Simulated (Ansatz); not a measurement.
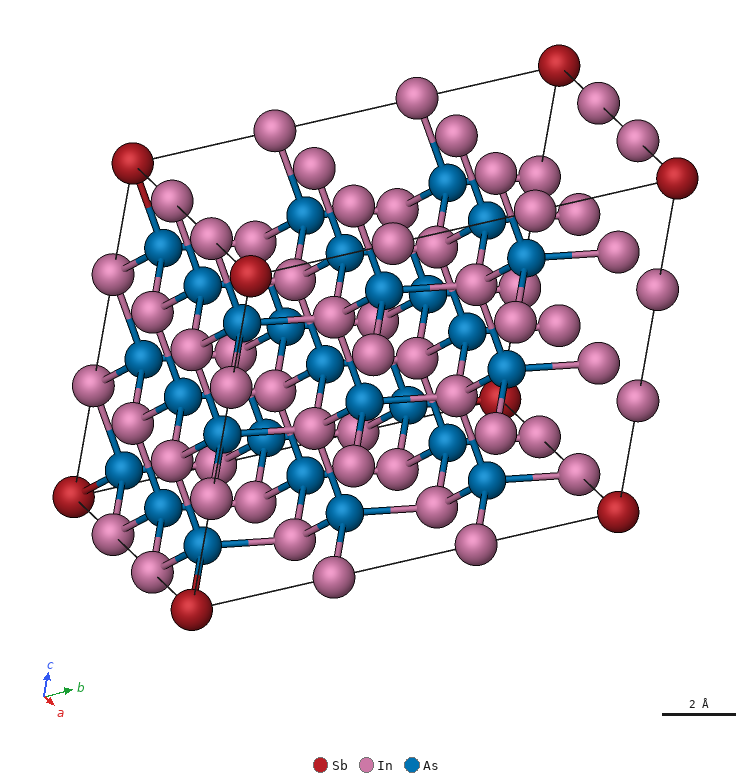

Figure 1. The structure (ball-and-stick view of the cell of the calculation, seen slightly off an axis). An atom can appear more than once, as a periodic image. Near neighbours in the periodic cell (some may lie outside the picture): Sb has 4 As at 2.61 Å; In has 4 As at 2.61 Å; As has 3 In at 2.61 Å and 1 Sb at 2.61 Å; As has 4 In at 2.61 Å.

Field-gradient calculation of In26SbAs27 (part 1 of 3)

The run: field-gradient calculation of In26SbAs27 (defect cell, 54 atoms in the cell). Method and program: DFT, PBE, plane-wave PAW, default files, scalar-relativistic, no spin polarisation (Ansatz 0.2.0).

The structure derives from an entry of the Crystallography Open Database. It belongs to a series of runs on one base structure; here: Sb on a In site, charge +0, host positions.

What the program printed:
```
In, Sb: output.efg is read without spin–orbit coupling, which moves field gradients at and beside such atoms by some per cent and up to a factor of two; PAW files take it under magnetization.noncollinear and magnetization.spin_orbit
Engine: ansatz 0.2.0, aarch64-unknown-linux-gnu
Pseudopotentials: kind: paw
Pseudopotential: Sb, paw, valence charge 15, recommended cutoff 420 eV (normal), Sb.paw.azcp
Pseudopotential: In, paw, valence charge 13, recommended cutoff 420 eV (normal), In.paw.azcp
Pseudopotential: As, paw, valence charge 15, recommended cutoff 420 eV (normal), As.paw.azcp
Functional definition: PBE
  parameter kappa = 0.804
  parameter beta = 0.06672455060314922
  exchange = pbe_x(kappa = kappa, mu = beta*pi^2/3)
  correlation = pbe_c(beta = beta)
Crystal: 54 atoms, lattice volume = 1484.402 Å³
Basis set: ecut = 420 eV, 29003 PW (Γ), exchange–correlation on 180×180×180 points (8 copies of the dense FFT grid, shifted against one another)
Bands: 455, of which v1, the nominal top of the filled ones, is band 379 counted from 1 (378 counted from 0)
Symmetry: 24 space group operations
Space group: F-43m (ITA 216), of the structure as read, at distance tolerance 1.1e-4 Å
k-points: 3 of 8
Non-local potential: Sb, projectors of the file, l = 0: 2, l = 1: 2, l = 2: 2, l = 3: 2
Non-local potential: In, projectors of the file, l = 0: 2, l = 1: 2, l = 2: 2, l = 3: 2
Non-local potential: As, projectors of the file, l = 0: 2, l = 1: 2, l = 2: 3, l = 3: 1
PAW form: soft (Blöchl's): semilocal exchange-correlation on the pseudo side does not see the compensation charge
PAW one-centre angular grid: Sb, 590 points (default); XC on 64 Gauss nodes
PAW one-centre angular grid: In, 590 points (default); XC on 64 Gauss nodes
PAW one-centre angular grid: As, 590 points (default); XC on 64 Gauss nodes
Initial density: superposition of atomic densities (neutral atoms: chi_scale 0, normalization atom), corrected by the library's trained network
Initial wavefunctions: pseudopotential atomic-orbital guess
Functional: x = pbe(κ = 0.804, μ = 0.2195149727645171), c = pbe(β = 0.06672455060314922)
SCF iter   1: F=—  HF=-283153.672872 eV  |F-HF|=—  |Δ(HF+E_count)|=         —  Δρ=2.34e-3  dr2=3.13e-1  ethr=1.77e-3  ⟨swp⟩=6.0  Hψ=5189  notcnv=0  defer=39
preconditioner: auto → LDOS  [insulator: Δε(μ)=0.042 eV  Ē_g=13.720 eV  σ=0.010 eV  W_gap=0.62  n_scr=338 (ndim 8)  ℏωp=21.1 eV  f_vac=0.103  D(μ)=19.09/eV (n_scr^D=88)  ε∞_Penn≈3.4  β→1.0]
SCF iter   2: F=—  HF=-283153.634141 eV  |F-HF|=—  |Δ(HF+E_count)|=   3.87e-2  Δρ=2.10e-3  dr2=2.00e-1  ethr=4.13e-5  ⟨swp⟩=3.0  Hψ=2189  notcnv=0  defer=210
SCF iter   3: F=—  HF=-283153.585499 eV  |F-HF|=—  |Δ(HF+E_count)|=   4.86e-2  Δρ=7.00e-4  dr2=3.99e-2  ethr=2.63e-5  ⟨swp⟩=3.0  Hψ=1987  notcnv=0  defer=210
SCF iter   4: F=—  HF=-283153.581943 eV  |F-HF|=—  |Δ(HF+E_count)|=   3.56e-3  Δρ=4.52e-4  dr2=1.75e-2  ethr=5.26e-6  ⟨swp⟩=2.3  Hψ=2035  notcnv=0  defer=210
SCF iter   5: F=—  HF=-283153.580273 eV  |F-HF|=—  |Δ(HF+E_count)|=   1.67e-3  Δρ=2.85e-4  dr2=6.78e-3  ethr=2.31e-6  ⟨swp⟩=2.0  Hψ=1543  notcnv=0  defer=210
SCF iter   6: F=—  HF=-283153.579546 eV  |F-HF|=—  |Δ(HF+E_count)|=   7.27e-4  Δρ=2.01e-4  dr2=2.49e-3  ethr=8.95e-7  ⟨swp⟩=2.0  Hψ=1608  notcnv=0  defer=210
SCF iter   7: F=—  HF=-283153.579342 eV  |F-HF|=—  |Δ(HF+E_count)|=   2.04e-4  Δρ=1.58e-4  dr2=1.25e-3  ethr=3.29e-7  ⟨swp⟩=2.0  Hψ=1380  notcnv=0  defer=210
SCF iter   8: F=—  HF=-283153.579170 eV  |F-HF|=—  |Δ(HF+E_count)|=   1.71e-4  Δρ=1.18e-4  dr2=5.58e-4  ethr=1.65e-7  ⟨swp⟩=2.0  Hψ=1405  notcnv=0  defer=210
SCF iter   9: F=—  HF=-283153.579067 eV  |F-HF|=—  |Δ(HF+E_count)|=   1.03e-4  Δρ=8.43e-5  dr2=2.40e-4  ethr=7.37e-8  ⟨swp⟩=2.0  Hψ=1405  notcnv=0  defer=210
SCF iter  10: F=—  HF=-283153.579044 eV  |F-HF|=—  |Δ(HF+E_count)|=   2.37e-5  Δρ=5.52e-5  dr2=8.68e-5  ethr=3.16e-8  ⟨swp⟩=2.0  Hψ=1891  notcnv=0  defer=210
SCF iter  11: F=—  HF=-283153.579709 eV  |F-HF|=—  |Δ(HF+E_count)|=   6.65e-4  Δρ=3.23e-5  dr2=3.04e-5  ethr=1.15e-8  ⟨swp⟩=2.0  Hψ=1755  notcnv=0  defer=210
SCF iter  12: F=—  HF=-283153.579704 eV  |F-HF|=—  |Δ(HF+E_count)|=   4.32e-6  Δρ=1.39e-5  dr2=5.40e-6  ethr=4.00e-9  ⟨swp⟩=2.0  Hψ=1891  notcnv=0  defer=210
SCF iter  13: F=—  HF=-283153.579704 eV  |F-HF|=—  |Δ(HF+E_count)|=   3.72e-7  Δρ=5.64e-6  dr2=9.99e-7  ethr=7.12e-10  ⟨swp⟩=2.0  Hψ=2236  notcnv=0  defer=210
SCF iter  14: F=—  HF=-283153.579704 eV  |F-HF|=—  |Δ(HF+E_count)|=   2.52e-8  Δρ=2.80e-6  dr2=2.30e-7  ethr=1.32e-10  ⟨swp⟩=2.0  Hψ=2146  notcnv=0  defer=210
SCF iter  15: F=—  HF=-283153.579704 eV  |F-HF|=—  |Δ(HF+E_count)|=   7.22e-8  Δρ=1.55e-6  dr2=1.06e-7  ethr=1.32e-11  ⟨swp⟩=12.0  Hψ=6929  notcnv=0
SCF iter  16: F=-283153.579704 eV  HF=-283153.579704 eV  |F-HF|=3.49e-8  |Δ(HF+E_count)|=   1.55e-8  Δρ=7.63e-7  dr2=4.39e-8  ethr=1.32e-11  ⟨swp⟩=3.0  Hψ=3596  notcnv=0
SCF 1 converged in 16 iterations: F = -283153.579704 eV  dr2 = 4.39e-8
  greatest PAW one-centre occupation: 0.999 electrons in one spin orbital (limit 2), on the As atom at site 45 (counted from 0), in its partial waves of l = 2
```

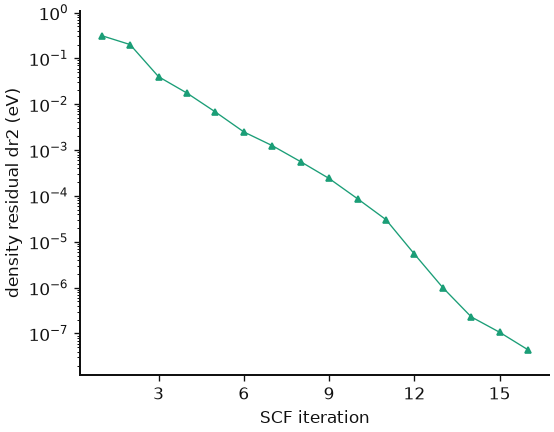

Figure 2. Convergence of the self-consistent field: density residual dr2 against the SCF iteration. The residual falls at every step.

```
SCF converged after 16 iterations
Free energy (F): -283153.579704 eV
Harris-Foulkes:  -283153.579704 eV  (|F-HF|=3.49e-8)
Internal energy: -283153.570157 eV  (E = F + TS)
E sigma→0 (E₀):  -283153.574930 eV
Entropy (-TS):   -0.009547 eV (-0.177 meV/atom)
Fermi energy:    8.868896 eV
--- Per-component energies (eV) ---
  E_band       = -8483.048370
  E_kinetic    = 9347.853235
  E_local      = -88643.648519  (includes V_loc(G=0)·N_el)
  E_nonlocal   = -8194.245218
  E_hartree    = 42988.668577
  E_xc         = -7885.835179
  E_vxc        = -4833.198200  (∫ρ·V_xc dr)
  E_paw        = -162166.712172  (= ΣΔE_a)
  E_vpaw       = -2137.139639  (= ΣTr[D̂ρ^β])
  E_aug_tail   = 0.000914  (compensation charges beyond the density's cutoff)
  E_ewald      = -68599.651794
  E_smearing   = -0.009547  (= −TS)
  E_closure    = 0.000000  (closes the sum)
  Σ components = -283153.579704   (vs F -283153.579704, Δ=0.00e0)
--- Forces (eV/Å), atoms counted from 1 ---
  atom   1  Sb    -0.00000000     0.00000000    -0.00000000
  atom   2  In     0.10190409     0.10190409    -0.14786132
  atom   3  In    -0.10190409    -0.10190409    -0.14786132
  atom   4  In     0.10190409    -0.14786132     0.10190409
  atom   5  In     0.01006549    -0.01006549    -0.01006549
  atom   6  In     0.14786132    -0.10190409     0.10190409
  atom   7  In    -0.10190409    -0.14786132    -0.10190409
  atom   8  In     0.14786132     0.10190409    -0.10190409
  atom   9  In     0.02249336    -0.02249336    -0.02249336
  atom  10  In    -0.14786132     0.10190409     0.10190409
  atom  11  In    -0.01006549     0.01006549    -0.01006549
  atom  12  In    -0.10190409     0.14786132     0.10190409
  atom  13  In    -0.01006549    -0.01006549     0.01006549
  atom  14  In     0.01006549     0.01006549     0.01006549
  atom  15  In     0.00000000    -0.00000000     0.02039932
  atom  16  In    -0.10190409     0.10190409     0.14786132
  atom  17  In     0.00000000     0.02039932     0.00000000
  atom  18  In    -0.02039932    -0.00000000     0.00000000
  atom  19  In    -0.14786132    -0.10190409    -0.10190409
  atom  20  In     0.10190409     0.14786132    -0.10190409
  atom  21  In    -0.02249336     0.02249336    -0.02249336
  atom  22  In     0.10190409    -0.10190409     0.14786132
  atom  23  In     0.02039932    -0.00000000    -0.00000000
  atom  24  In     0.00000000    -0.02039932     0.00000000
  atom  25  In    -0.02249336    -0.02249336     0.02249336
  atom  26  In     0.00000000    -0.00000000    -0.02039932
  atom  27  In     0.02249336     0.02249336     0.02249336
  atom  28  As     0.30294077     0.30294077     0.30294077
  atom  29  As    -0.00000000     0.00000000     0.03433529
  atom  30  As    -0.30294077    -0.30294077     0.30294077
  atom  31  As    -0.00000000     0.03433529     0.00000000
  atom  32  As    -0.03433529     0.00000000    -0.00000000
  atom  33  As    -0.02157399     0.02157399    -0.01852224
  atom  34  As    -0.30294077     0.30294077    -0.30294077
  atom  35  As    -0.02157399    -0.01852224     0.02157399
  atom  36  As     0.01852224     0.02157399     0.02157399
  atom  37  As     0.03433529    -0.00000000    -0.00000000
  atom  38  As    -0.00000000    -0.03433529     0.00000000
  atom  39  As     0.02157399    -0.02157399    -0.01852224
  atom  40  As    -0.00000000     0.00000000    -0.03433529
  atom  41  As    -0.00331329    -0.00331329    -0.00331329
  atom  42  As     0.00331329     0.00331329    -0.00331329
  atom  43  As     0.02157399    -0.01852224    -0.02157399
  atom  44  As     0.00331329    -0.00331329     0.00331329
  atom  45  As     0.01852224    -0.02157399    -0.02157399
  atom  46  As     0.30294077    -0.30294077    -0.30294077
  atom  47  As    -0.01852224    -0.02157399     0.02157399
  atom  48  As     0.02157399     0.01852224     0.02157399
  atom  49  As    -0.01852224     0.02157399    -0.02157399
  atom  50  As    -0.00331329     0.00331329     0.00331329
  atom  51  As    -0.02157399     0.01852224    -0.02157399
  atom  52  As     0.02157399     0.02157399     0.01852224
  atom  53  As    -0.02157399    -0.02157399     0.01852224
  atom  54  As    -0.00000000     0.00000000    -0.00000000
  max |Σ_I F_I| component: 5.89e-16 eV/Å
--- Stress (GPa, compression-positive) ---
        4.893678       0.000000      -0.000000
        0.000000       4.893678       0.000000
       -0.000000       0.000000       4.893678
  P = ⅓ Tr σ = 4.8937 GPa (48.937 kbar)
--- PAW observables at the nuclei: V_zz in 10²¹ V/m², potentials from the cell's mean, atoms counted from 1 ---
  atom   1  Sb V_zz =    -0.000000   η = 0.0000   by run symmetry: forbidden   C_q = +0.0000 MHz
            electrostatic potential = -8406.828742 V   contact ρ = 1350138.078998 e/Å³
  atom   2  In V_zz =    +2.450552   η = 0.0745   by run symmetry: allowed   C_q = +45.7442 MHz
            electrostatic potential = -7936.952694 V   contact ρ = 1133014.431379 e/Å³
  atom   3  In V_zz =    +2.450552   η = 0.0745   by run symmetry: allowed   C_q = +45.7442 MHz
            electrostatic potential = -7936.952694 V   contact ρ = 1133014.431379 e/Å³
  atom   4  In V_zz =    +2.450552   η = 0.0745   by run symmetry: allowed   C_q = +45.7442 MHz
            electrostatic potential = -7936.952694 V   contact ρ = 1133014.431379 e/Å³
  atom   5  In V_zz =    -0.368175   η = 0.0000   by run symmetry: allowed   C_q = -6.8727 MHz
            electrostatic potential = -7937.014516 V   contact ρ = 1133012.345919 e/Å³
  atom   6  In V_zz =    +2.450552   η = 0.0745   by run symmetry: allowed   C_q = +45.7442 MHz
            electrostatic potential = -7936.952694 V   contact ρ = 1133014.431379 e/Å³
  atom   7  In V_zz =    +2.450552   η = 0.0745   by run symmetry: allowed   C_q = +45.7442 MHz
            electrostatic potential = -7936.952694 V   contact ρ = 1133014.431379 e/Å³
  atom   8  In V_zz =    +2.450552   η = 0.0745   by run symmetry: allowed   C_q = +45.7442 MHz
            electrostatic potential = -7936.952694 V   contact ρ = 1133014.431379 e/Å³
  atom   9  In V_zz =    -0.325038   η = 0.0000   by run symmetry: allowed   C_q = -6.0674 MHz
            electrostatic potential = -7936.997727 V   contact ρ = 1133012.368801 e/Å³
  atom  10  In V_zz =    +2.450552   η = 0.0745   by run symmetry: allowed   C_q = +45.7442 MHz
            electrostatic potential = -7936.952694 V   contact ρ = 1133014.431379 e/Å³
  atom  11  In V_zz =    -0.368175   η = 0.0000   by run symmetry: allowed   C_q = -6.8727 MHz
            electrostatic potential = -7937.014516 V   contact ρ = 1133012.345919 e/Å³
  atom  12  In V_zz =    +2.450552   η = 0.0745   by run symmetry: allowed   C_q = +45.7442 MHz
            electrostatic potential = -7936.952694 V   contact ρ = 1133014.431379 e/Å³
  atom  13  In V_zz =    -0.368175   η = 0.0000   by run symmetry: allowed   C_q = -6.8727 MHz
            electrostatic potential = -7937.014516 V   contact ρ = 1133012.345919 e/Å³
  atom  14  In V_zz =    -0.368175   η = 0.0000   by run symmetry: allowed   C_q = -6.8727 MHz
            electrostatic potential = -7937.014516 V   contact ρ = 1133012.345919 e/Å³
  atom  15  In V_zz =    +0.171246   η = 0.7523   by run symmetry: allowed   C_q = +3.1966 MHz
            electrostatic potential = -7937.023494 V   contact ρ = 1133012.466593 e/Å³
  atom  16  In V_zz =    +2.450552   η = 0.0745   by run symmetry: allowed   C_q = +45.7442 MHz
            electrostatic potential = -7936.952694 V   contact ρ = 1133014.431379 e/Å³
  atom  17  In V_zz =    +0.171246   η = 0.7523   by run symmetry: allowed   C_q = +3.1966 MHz
            electrostatic potential = -7937.023494 V   contact ρ = 1133012.466593 e/Å³
  atom  18  In V_zz =    +0.171246   η = 0.7523   by run symmetry: allowed   C_q = +3.1966 MHz
            electrostatic potential = -7937.023494 V   contact ρ = 1133012.466593 e/Å³
  atom  19  In V_zz =    +2.450552   η = 0.0745   by run symmetry: allowed   C_q = +45.7442 MHz
            electrostatic potential = -7936.952694 V   contact ρ = 1133014.431379 e/Å³
  atom  20  In V_zz =    +2.450552   η = 0.0745   by run symmetry: allowed   C_q = +45.7442 MHz
            electrostatic potential = -7936.952694 V   contact ρ = 1133014.431379 e/Å³
  atom  21  In V_zz =    -0.325038   η = 0.0000   by run symmetry: allowed   C_q = -6.0674 MHz
            electrostatic potential = -7936.997727 V   contact ρ = 1133012.368801 e/Å³
  atom  22  In V_zz =    +2.450552   η = 0.0745   by run symmetry: allowed   C_q = +45.7442 MHz
            electrostatic potential = -7936.952694 V   contact ρ = 1133014.431379 e/Å³
  atom  23  In V_zz =    +0.171246   η = 0.7523   by run symmetry: allowed   C_q = +3.1966 MHz
            electrostatic potential = -7937.023494 V   contact ρ = 1133012.466593 e/Å³
  atom  24  In V_zz =    +0.171246   η = 0.7523   by run symmetry: allowed   C_q = +3.1966 MHz
            electrostatic potential = -7937.023494 V   contact ρ = 1133012.466593 e/Å³
  atom  25  In V_zz =    -0.325038   η = 0.0000   by run symmetry: allowed   C_q = -6.0674 MHz
            electrostatic potential = -7936.997727 V   contact ρ = 1133012.368801 e/Å³
  atom  26  In V_zz =    +0.171246   η = 0.7523   by run symmetry: allowed   C_q = +3.1966 MHz
            electrostatic potential = -7937.023494 V   contact ρ = 1133012.466593 e/Å³
  atom  27  In V_zz =    -0.325038   η = 0.0000   by run symmetry: allowed   C_q = -6.0674 MHz
            electrostatic potential = -7936.997727 V   contact ρ = 1133012.368801 e/Å³
  atom  28  As V_zz =   +11.567134   η = 0.0000   by run symmetry: allowed   C_q = +86.9842 MHz
            electrostatic potential = -4514.850066 V   contact ρ = 235502.787547 e/Å³
  atom  29  As V_zz =    +2.305628   η = 0.1342   by run symmetry: allowed   C_q = +17.3382 MHz
            electrostatic potential = -4515.153166 V   contact ρ = 235497.406124 e/Å³
  atom  30  As V_zz =   +11.567134   η = 0.0000   by run symmetry: allowed   C_q = +86.9842 MHz
            electrostatic potential = -4514.850066 V   contact ρ = 235502.787547 e/Å³
  atom  31  As V_zz =    +2.305628   η = 0.1342   by run symmetry: allowed   C_q = +17.3382 MHz
            electrostatic potential = -4515.153166 V   contact ρ = 235497.406124 e/Å³
  atom  32  As V_zz =    +2.305628   η = 0.1342   by run symmetry: allowed   C_q = +17.3382 MHz
            electrostatic potential = -4515.153166 V   contact ρ = 235497.406124 e/Å³
  atom  33  As V_zz =    -0.471864   η = 0.4954   by run symmetry: allowed   C_q = -3.5484 MHz
            electrostatic potential = -4515.173870 V   contact ρ = 235496.205028 e/Å³
  atom  34  As V_zz =   +11.567134   η = 0.0000   by run symmetry: allowed   C_q = +86.9842 MHz
            electrostatic potential = -4514.850066 V   contact ρ = 235502.787547 e/Å³
  atom  35  As V_zz =    -0.471864   η = 0.4954   by run symmetry: allowed   C_q = -3.5484 MHz
            electrostatic potential = -4515.173870 V   contact ρ = 235496.205028 e/Å³
  atom  36  As V_zz =    -0.471864   η = 0.4954   by run symmetry: allowed   C_q = -3.5484 MHz
            electrostatic potential = -4515.173870 V   contact ρ = 235496.205028 e/Å³
  atom  37  As V_zz =    +2.305628   η = 0.1342   by run symmetry: allowed   C_q = +17.3382 MHz
            electrostatic potential = -4515.153166 V   contact ρ = 235497.406124 e/Å³
  atom  38  As V_zz =    +2.305628   η = 0.1342   by run symmetry: allowed   C_q = +17.3382 MHz
            electrostatic potential = -4515.153166 V   contact ρ = 235497.406124 e/Å³
  atom  39  As V_zz =    -0.471864   η = 0.4954   by run symmetry: allowed   C_q = -3.5484 MHz
            electrostatic potential = -4515.173870 V   contact ρ = 235496.205028 e/Å³
  atom  40  As V_zz =    +2.305628   η = 0.1342   by run symmetry: allowed   C_q = +17.3382 MHz
            electrostatic potential = -4515.153166 V   contact ρ = 235497.406124 e/Å³
  atom  41  As V_zz =    -0.086051   η = 0.0000   by run symmetry: allowed   C_q = -0.6471 MHz
            electrostatic potential = -4515.208232 V   contact ρ = 235496.044742 e/Å³
  atom  42  As V_zz =    -0.086051   η = 0.0000   by run symmetry: allowed   C_q = -0.6471 MHz
            electrostatic potential = -4515.208232 V   contact ρ = 235496.044742 e/Å³
  atom  43  As V_zz =    -0.471864   η = 0.4954   by run symmetry: allowed   C_q = -3.5484 MHz
            electrostatic potential = -4515.173870 V   contact ρ = 235496.205028 e/Å³
  atom  44  As V_zz =    -0.086051   η = 0.0000   by run symmetry: allowed   C_q = -0.6471 MHz
            electrostatic potential = -4515.208232 V   contact ρ = 235496.044742 e/Å³
  atom  45  As V_zz =    -0.471864   η = 0.4954   by run symmetry: allowed   C_q = -3.5484 MHz
            electrostatic potential = -4515.173870 V   contact ρ = 235496.205028 e/Å³
  atom  46  As V_zz =   +11.567134   η = 0.0000   by run symmetry: allowed   C_q = +86.9842 MHz
            electrostatic potential = -4514.850066 V   contact ρ = 235502.787547 e/Å³
  atom  47  As V_zz =    -0.471864   η = 0.4954   by run symmetry: allowed   C_q = -3.5484 MHz
            electrostatic potential = -4515.173870 V   contact ρ = 235496.205028 e/Å³
  atom  48  As V_zz =    -0.471864   η = 0.4954   by run symmetry: allowed   C_q = -3.5484 MHz
            electrostatic potential = -4515.173870 V   contact ρ = 235496.205028 e/Å³
  atom  49  As V_zz =    -0.471864   η = 0.4954   by run symmetry: allowed   C_q = -3.5484 MHz
            electrostatic potential = -4515.173870 V   contact ρ = 235496.205028 e/Å³
  atom  50  As V_zz =    -0.086051   η = 0.0000   by run symmetry: allowed   C_q = -0.6471 MHz
            electrostatic potential = -4515.208232 V   contact ρ = 235496.044742 e/Å³
  atom  51  As V_zz =    -0.471864   η = 0.4954   by run symmetry: allowed   C_q = -3.5484 MHz
            electrostatic potential = -4515.173870 V   contact ρ = 235496.205028 e/Å³
  atom  52  As V_zz =    -0.471864   η = 0.4954   by run symmetry: allowed   C_q = -3.5484 MHz
            electrostatic potential = -4515.173870 V   contact ρ = 235496.205028 e/Å³
  atom  53  As V_zz =    -0.471864   η = 0.4954   by run symmetry: allowed   C_q = -3.5484 MHz
            electrostatic potential = -4515.173870 V   contact ρ = 235496.205028 e/Å³
  atom  54  As V_zz =    -0.000000   η = 0.0000   by run symmetry: forbidden   C_q = -0.0000 MHz
            electrostatic potential = -4515.202071 V   contact ρ = 235496.069068 e/Å³
--- Band table (eV) ---
```
